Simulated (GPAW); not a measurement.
# Near-edge structure at the Si K edge of SiC (Moissanite 3C, F-43m), part 3 of 4

How does the Si K edge of SiC (Moissanite 3C, F-43m) move when the bonds are compressed or stretched?

GPAW 26.7.0; X-ray absorption from dipole matrix elements to empty bands, plane-wave PAW PBE.

So far. Step 4 (Spectrum with FCH, Si atom 1): The hole costs E(hole) − E(ground) = 1842.93 eV, and the lowest empty level of the hole cell on the spectrum's mesh lies at 9.57 eV, which puts the zero at 1852.49 eV. One term is added: -14.97 eV, since the hole is spin-paired here and a spin-polarised one costs that much less in the free atom (computed apart). The photon energy is then 1837.52 eV. The tabulated edge of the element is 1839 eV.

**8. Spectrum with FCH, Si atom 1**

Shorter bonds are expected to push antibonding states and scattering resonances up, and longer ones down; the cell is scaled to test that.

Changed against the first core-hole run: volume scale from 1 to 0.97.

Input file xas.py:

```python
import numpy as np
from ase import Atoms
from ase.parallel import parprint, paropen
from gpaw import GPAW, PW, FermiDirac, Mixer, MixerDif, setup_paths
from gpaw.test import gen
setup_paths.insert(0, '.')
gen('Si', name='fch1s', xcname='PBE', corehole=(1, 0, 1), write_xml=True)
from gpaw.mpi import world
world.barrier()

atoms = Atoms('Si8C8',
    cell=[[0, 4.31397679, 4.31397679],
     [4.31397679, 0, 4.31397679],
     [4.31397679, 4.31397679, 0]],
    scaled_positions=[[0, 0, 0],
     [0, 0, 0.5],
     [0, 0.5, 0],
     [0.5, 0, 0],
     [0, 0.5, 0.5],
     [0.5, 0, 0.5],
     [0.5, 0.5, 0],
     [0.5, 0.5, 0.5],
     [0.375, 0.375, 0.375],
     [0.375, 0.375, 0.875],
     [0.375, 0.875, 0.375],
     [0.875, 0.375, 0.375],
     [0.375, 0.875, 0.875],
     [0.875, 0.375, 0.875],
     [0.875, 0.875, 0.375],
     [0.875, 0.875, 0.875]],
    pbc=True)
atoms.calc = calc = GPAW(legacy_gpaw=True, mode=PW(430, force_complex_dtype=True), xc='PBE', setups={0: 'fch1s'},
    kpts={'size': (4, 4, 4), 'gamma': True}, occupations=FermiDirac(0.02),
    charge=0, mixer=Mixer(0.1, 5, 50), maxiter=150,
    convergence={'density': 0.0001, 'eigenstates': 1e-6}, txt='scf.txt')
energy = atoms.get_potential_energy() + calc.get_reference_energy()
ef = calc.get_fermi_level()
out = dict(energy=energy, fermi=ef, forces=atoms.get_forces().tolist())
parprint(f'all-electron energy {energy:.4f} eV, Fermi level {ef:.4f} eV')
ev = np.array([[calc.get_eigenvalues(k, s) for k in range(len(calc.get_ibz_k_points()))] for s in range(calc.get_number_of_spins())])
out['homo'], out['lumo'], out['counts'] = ev[ev < ef].max(), ev[ev > ef].min(), sorted(set((ev < ef).sum((0, 2)).tolist()))
out['filled'] = (ev[:, 0] < ef).sum(1).tolist()

from ase.units import Ha
from gpaw.xas import dipole_matrix_elements
nb = int(calc.get_number_of_electrons() / 2) + 98
top, nb = nb, nb + 8 + nb // 12
nscf = calc.fixed_density(kpts={'size': (5, 5, 5), 'gamma': True}, nbands=nb,
    convergence={'bands': top, 'eigenstates': 5e-3}, maxiter=60, txt='nscf.txt')
cell = atoms.cell.array
ops = [cell.T @ U.T @ np.linalg.inv(cell.T) for U in nscf.wfs.kd.symmetry.op_scc]
filled = [32]  # bands filled in the ground state, by spin
E = np.arange(-6, 34, 0.1)
fwhm = np.interp(E, [4, 25], [0.9, 3.5])
Y, X, zero, highest = 0, 0, 1e9, 1e9
for spin in range(nscf.get_number_of_spins()):
    wfs = nscf.wfs
    mine = wfs.bd.get_slice()  # this rank's bands
    A = dipole_matrix_elements(wfs.setups[0])
    eps = np.zeros((wfs.kd.nibzkpts, nb))
    d = np.zeros((3, A.shape[1], wfs.kd.nibzkpts, nb), complex)
    for kpt in wfs.kpt_u:
        if kpt.s == spin and 0 in kpt.P_ani:
            eps[kpt.k, mine] = kpt.eps_n * Ha
            d[:, :, kpt.k, mine] = (kpt.weight * wfs.nspins / 2) ** 0.5 * np.inner(A, kpt.P_ani[0])
    world.sum(eps)
    world.sum(d)
    T = np.einsum('amkn,bmkn->abkn', d, d.conj()).real
    T = sum(np.einsum('ai,ijkn,bj->abkn', R, T, R) for R in ops) / len(ops)
    empty = np.ones_like(eps, bool) & (np.arange(nb) >= filled[spin])
    zero, highest = min(zero, eps[empty].min()), min(highest, eps[:, top - 1].min())
    lines = [(eps, T, empty)] if spin == 0 else lines + [(eps, T, empty)]
for eps, T, empty in lines:
    f = np.einsum('aakn->akn', T).reshape(3, -1)
    x = eps.ravel() - zero
    w = np.interp(x, E, fwhm) / 2.35482
    g = np.exp(-0.5 * ((E[:, None] - x) / w) ** 2) / (w * (2 * np.pi) ** 0.5)
    Y = Y + (f * empty.ravel()) @ g.T
    X = X + (f * ~empty.ravel()) @ g.T
out.update(E=E.round(2).tolist(), xas=Y.tolist(), xes=X.tolist(), zero=zero, valid=highest - zero, nk=len(eps), nb=nb)
for i in range(0, len(E), 10):
    parprint(f'{E[i]:7.2f}', *(f'{v:10.3e}' for v in Y[:, i]))
import json
with paropen('out.json', 'w') as f:
    json.dump(out, f)
```

On the command line:

```
$ OMP_NUM_THREADS=1 mpirun -n 4 gpaw python xas.py
```

Numbers of over 12 decimals in the logs are rounded to 6 here.

Log:

```text
Input parameters:
  convergence: {density: 0.0001,
                eigenstates: 1e-06}
  kpts: {gamma: True,
         size: (4, 4, 4)}
  maxiter: 150
  mixer: {backend: pulay,
          beta: 0.1,
          method: separate,
          nmaxold: 5,
          weight: 50}
  mode: {ecut: 430.0,
         force_complex_dtype: True,
         name: pw}
  occupations: {fixmagmom: False,
                name: fermi-dirac,
[...]
*p    :     0.471994
*d    :     0.000000
--------------------------------

Diagonalizing with gridspacing h=0.050

state   all-electron     PAW
-------------------------------
3s:      -0.832019    -0.832268
3p:      -0.528006    -0.528057
*d:                   -0.145245
*f:                   -0.019937
-------------------------------
all-electron energy -69588.4716 eV, Fermi level 9.3483 eV
[...]
32.00  3.662e-06  3.662e-06  3.662e-06
  33.00  3.217e-06  3.217e-06  3.217e-06
[key lines of the parts left out:]
Converged after 16 iterations.
Dipole moment: (11.204339, 11.204339, 11.204339) |e|*Ang
Free energy:   -138.100230
Fermi level: 9.34829
```

The job ended after 41 s (4 MPI ranks of Arm Neoverse V1, shared host; peak memory 0.27 GiB; 2.7 min of CPU time).

```
E (eV)  first run  this run
  -2.0       0.00      0.00
  -1.0       0.00      0.00
   0.0       0.05      0.05
   1.0       0.40      0.34
   2.0       0.98      0.89
   3.0       0.78      0.80
   4.0       1.78      1.63
   5.0       2.06      1.82
   6.0       2.52      2.84
   7.0       1.04      1.28
   8.0       0.89      0.93
   9.0       0.72      0.79
  10.0       0.72      0.72
  11.0       0.83      0.84
  12.0       0.64      0.78
  13.0       0.41      0.49
  14.0       0.41      0.42
  15.0       0.41      0.42
  16.0       0.46      0.40
  17.0       0.85      0.61
  18.0       1.53      1.20
  19.0       1.82      1.82
  20.0       1.36      1.76
  21.0       0.79      1.17
  22.0       0.53      0.71
  23.0       0.44      0.53
  24.0       0.43      0.47
  25.0       0.47      0.48
  26.0       0.52      0.52
  27.0       0.58      0.58
```

The scaled spectrum changes by 17 % r.m.s. A shift of +0.2 eV leaves 10 %. The highest intensity below 16 eV goes from 5.6 eV (2.85) to 5.9 eV (2.88).

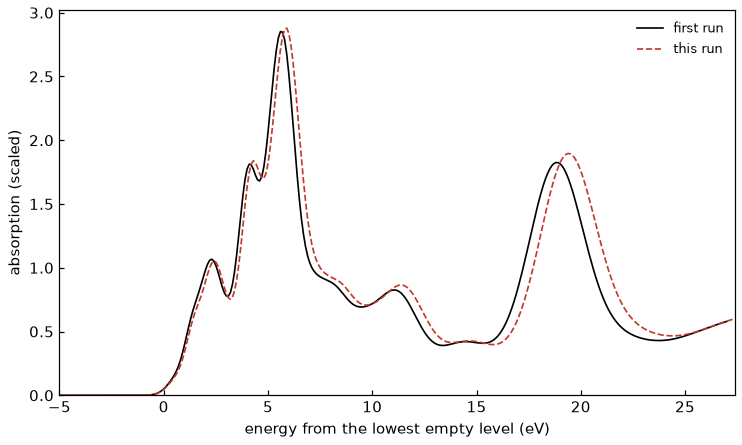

The effect of the change (volume scale from 1 to 0.97).

The photon energy of the zero moves by -0.12 eV.

**9. Supercell without a hole, the energy reference**

The cell changes for the next run, so it gets a reference energy of its own.

The cell differs from the one that the last finished run ended in (a 6.101 → 6.224 Å, b 6.101 → 6.224 Å, c 6.101 → 6.224 Å).

Input file scf.py:

```python
import numpy as np
from ase import Atoms
from ase.parallel import parprint, paropen
from gpaw import GPAW, PW, FermiDirac, Mixer, MixerDif, setup_paths
from gpaw.test import gen
setup_paths.insert(0, '.')
gen('Si', name='nch1s', xcname='PBE', corehole=(1, 0, 0), write_xml=True)
from gpaw.mpi import world
world.barrier()

atoms = Atoms('Si8C8',
    cell=[[0, 4.40115132, 4.40115132],
     [4.40115132, 0, 4.40115132],
     [4.40115132, 4.40115132, 0]],
    scaled_positions=[[0, 0, 0],
     [0, 0, 0.5],
     [0, 0.5, 0],
     [0.5, 0, 0],
     [0, 0.5, 0.5],
     [0.5, 0, 0.5],
     [0.5, 0.5, 0],
     [0.5, 0.5, 0.5],
     [0.375, 0.375, 0.375],
     [0.375, 0.375, 0.875],
     [0.375, 0.875, 0.375],
     [0.875, 0.375, 0.375],
     [0.375, 0.875, 0.875],
     [0.875, 0.375, 0.875],
     [0.875, 0.875, 0.375],
     [0.875, 0.875, 0.875]],
    pbc=True)
atoms.calc = calc = GPAW(legacy_gpaw=True, mode=PW(430, force_complex_dtype=True), xc='PBE', setups={0: 'nch1s'},
    kpts={'size': (4, 4, 4), 'gamma': True}, occupations=FermiDirac(0.02),
    charge=0, mixer=Mixer(0.1, 5, 50), maxiter=150,
    convergence={'density': 0.0001, 'eigenstates': 1e-6}, txt='scf.txt')
energy = atoms.get_potential_energy() + calc.get_reference_energy()
ef = calc.get_fermi_level()
out = dict(energy=energy, fermi=ef, forces=atoms.get_forces().tolist())
parprint(f'all-electron energy {energy:.4f} eV, Fermi level {ef:.4f} eV')
ev = np.array([[calc.get_eigenvalues(k, s) for k in range(len(calc.get_ibz_k_points()))] for s in range(calc.get_number_of_spins())])
out['homo'], out['lumo'], out['counts'] = ev[ev < ef].max(), ev[ev > ef].min(), sorted(set((ev < ef).sum((0, 2)).tolist()))
out['filled'] = (ev[:, 0] < ef).sum(1).tolist()
import json
with paropen('out.json', 'w') as f:
    json.dump(out, f)
```

On the command line:

```
$ OMP_NUM_THREADS=1 mpirun -n 4 gpaw python scf.py
```

Log:

```text
Input parameters:
  convergence: {density: 0.0001,
                eigenstates: 1e-06}
  kpts: {gamma: True,
         size: (4, 4, 4)}
  maxiter: 150
  mixer: {backend: pulay,
          beta: 0.1,
          method: separate,
          nmaxold: 5,
          weight: 50}
  mode: {ecut: 430.0,
         force_complex_dtype: True,
         name: pw}
  occupations: {fixmagmom: False,
                name: fermi-dirac,
[...]
--------------------------------
3s(2) :    -0.397334     1.109262
*s    :     0.602666
3p(2) :    -0.149969     1.005769
*p    :     0.850031
*d    :     0.000000
--------------------------------

Diagonalizing with gridspacing h=0.050

state   all-electron     PAW
-------------------------------
3s:      -0.397334    -0.397486
3p:      -0.149969    -0.150100
*d:                    0.031888
*f:                    0.068154
-------------------------------
all-electron energy -71431.2657 eV, Fermi level 8.5921 eV
[key lines of the parts left out:]
Converged after 15 iterations.
Dipole moment: (10.465248, 10.465248, 10.465248) |e|*Ang
Free energy:   -119.486496
Fermi level: 8.59209
```

Elapsed: 14 s, on 4 MPI ranks; peak memory 0.25 GiB.

Reference energy: -71431.266 eV with the cores included.

**10. Spectrum with FCH, Si atom 1**

Shorter bonds are expected to push antibonding states and scattering resonances up, and longer ones down; the cell is scaled to test that.

Changed against the first core-hole run: volume scale from 1 to 1.03.

xas.py, as its differences from that of step 8:

```diff
@@ -11,5 +11,5 @@
 atoms = Atoms('Si8C8',
-    cell=[[0, 4.31397679, 4.31397679],
-     [4.31397679, 0, 4.31397679],
-     [4.31397679, 4.31397679, 0]],
+    cell=[[0, 4.40115132, 4.40115132],
+     [4.40115132, 0, 4.40115132],
+     [4.40115132, 4.40115132, 0]],
     scaled_positions=[[0, 0, 0],
@@ -45,3 +45,3 @@
 from gpaw.xas import dipole_matrix_elements
-nb = int(calc.get_number_of_electrons() / 2) + 98
+nb = int(calc.get_number_of_electrons() / 2) + 104
 top, nb = nb, nb + 8 + nb // 12
```

On the command line:

```
$ OMP_NUM_THREADS=1 mpirun -n 4 gpaw python xas.py
```

Log:

```text
Input parameters:
  convergence: {density: 0.0001,
                eigenstates: 1e-06}
  kpts: {gamma: True,
         size: (4, 4, 4)}
  maxiter: 150
  mixer: {backend: pulay,
          beta: 0.1,
          method: separate,
          nmaxold: 5,
          weight: 50}
  mode: {ecut: 430.0,
         force_complex_dtype: True,
         name: pw}
  occupations: {fixmagmom: False,
                name: fermi-dirac,
[...]
*p    :     0.471994
*d    :     0.000000
--------------------------------

Diagonalizing with gridspacing h=0.050

state   all-electron     PAW
-------------------------------
3s:      -0.832019    -0.832268
3p:      -0.528006    -0.528057
*d:                   -0.145245
*f:                   -0.019937
-------------------------------
all-electron energy -69587.9167 eV, Fermi level 8.6663 eV
[...]
32.00  3.305e-06  3.305e-06  3.305e-06
  33.00  2.739e-06  2.739e-06  2.739e-06
[key lines of the parts left out:]
Converged after 15 iterations.
Dipole moment: (11.038040, 11.038040, 11.038040) |e|*Ang
Free energy:   -137.545309
Fermi level: 8.66634
```

The job ended after 43 s (4 MPI ranks; peak memory 0.28 GiB).

```
E (eV)  first run  this run
  -2.0       0.00      0.00
  -1.0       0.00      0.00
   0.0       0.05      0.06
   1.0       0.40      0.47
   2.0       0.98      1.06
   3.0       0.78      0.82
   4.0       1.78      1.80
   5.0       2.06      2.42
   6.0       2.52      2.04
   7.0       1.04      0.95
   8.0       0.89      0.85
   9.0       0.72      0.69
  10.0       0.72      0.73
  11.0       0.83      0.78
  12.0       0.64      0.52
  13.0       0.41      0.37
  14.0       0.41      0.42
  15.0       0.41      0.43
  16.0       0.46      0.59
  17.0       0.85      1.16
  18.0       1.53      1.73
  19.0       1.82      1.58
  20.0       1.36      0.97
  21.0       0.79      0.56
  22.0       0.53      0.43
  23.0       0.44      0.40
  24.0       0.43      0.42
  25.0       0.47      0.47
  26.0       0.52      0.53
```

The scaled spectrum changes by 16 % r.m.s. A shift of -0.2 eV leaves 8 %. The highest intensity below 16 eV goes from 5.6 eV (2.85) to 5.4 eV (2.87).

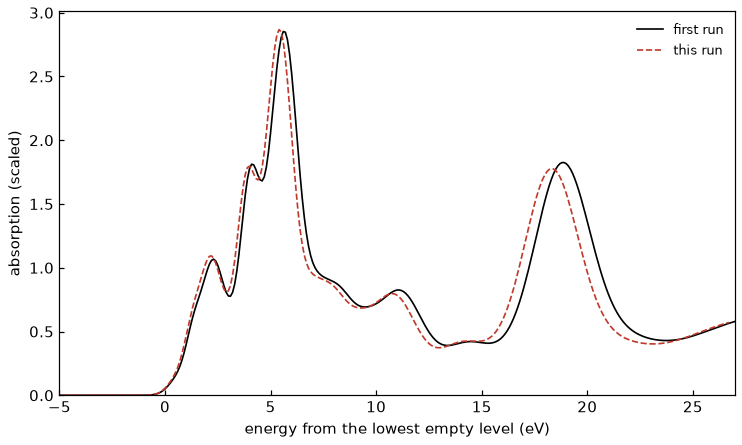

The effect of the change (volume scale from 1 to 1.03).

The photon energy of the zero moves by +0.11 eV.

**11. Reference energy of the supercell**

The cell changes for the next run, so it gets a reference energy of its own.

The cell differs from the one that the last finished run ended in (a 6.224 → 6.284 Å, b 6.224 → 6.284 Å, c 6.224 → 6.284 Å).

scf.py, as its differences from that of step 9:

```diff
@@ -11,5 +11,5 @@
 atoms = Atoms('Si8C8',
-    cell=[[0, 4.40115132, 4.40115132],
-     [4.40115132, 0, 4.40115132],
-     [4.40115132, 4.40115132, 0]],
+    cell=[[0, 4.44347268, 4.44347268],
+     [4.44347268, 0, 4.44347268],
+     [4.44347268, 4.44347268, 0]],
     scaled_positions=[[0, 0, 0],
```

On the command line:

```
$ OMP_NUM_THREADS=1 mpirun -n 4 gpaw python scf.py
```

Log:

```text
Input parameters:
  convergence: {density: 0.0001,
                eigenstates: 1e-06}
  kpts: {gamma: True,
         size: (4, 4, 4)}
  maxiter: 150
  mixer: {backend: pulay,
          beta: 0.1,
          method: separate,
          nmaxold: 5,
          weight: 50}
  mode: {ecut: 430.0,
         force_complex_dtype: True,
         name: pw}
  occupations: {fixmagmom: False,
                name: fermi-dirac,
[...]
--------------------------------
3s(2) :    -0.397334     1.109262
*s    :     0.602666
3p(2) :    -0.149969     1.005769
*p    :     0.850031
*d    :     0.000000
--------------------------------

Diagonalizing with gridspacing h=0.050

state   all-electron     PAW
-------------------------------
3s:      -0.397334    -0.397486
3p:      -0.149969    -0.150100
*d:                    0.031888
*f:                    0.068154
-------------------------------
all-electron energy -71431.1347 eV, Fermi level 8.2674 eV
[key lines of the parts left out:]
Converged after 13 iterations.
Dipole moment: (10.368497, 10.368497, 10.368497) |e|*Ang
Free energy:   -119.355502
Fermi level: 8.26743
```

Run time: 12 s. Hardware: 4 MPI ranks; peak memory 0.26 GiB.

Reference energy: -71431.135 eV with the cores included.

(Continued in part 4 of 4.)

[Banner, clock and machine lines of the logs are left out without a mark of their own.]

[Logs are printed without paths, hosts, clocks, repeated set-up lines and the standing remarks that a program may print on its own settings, such as how far it seeks lower states.]

[Hosts, paths, dates, database ids (printed as entryN), source tags and the programs' standing remarks are cut or masked in the printed files.]

[Lists of maxima count a maximum above −3 eV only where it reaches 4 % of the highest in the window and stands out from its surroundings by 2 % of it (1.5 % where it reaches 55 %); shoulders and weaker maxima are passed over, and of the rest the first, up to two pre-edge ones and the few strongest are named.]
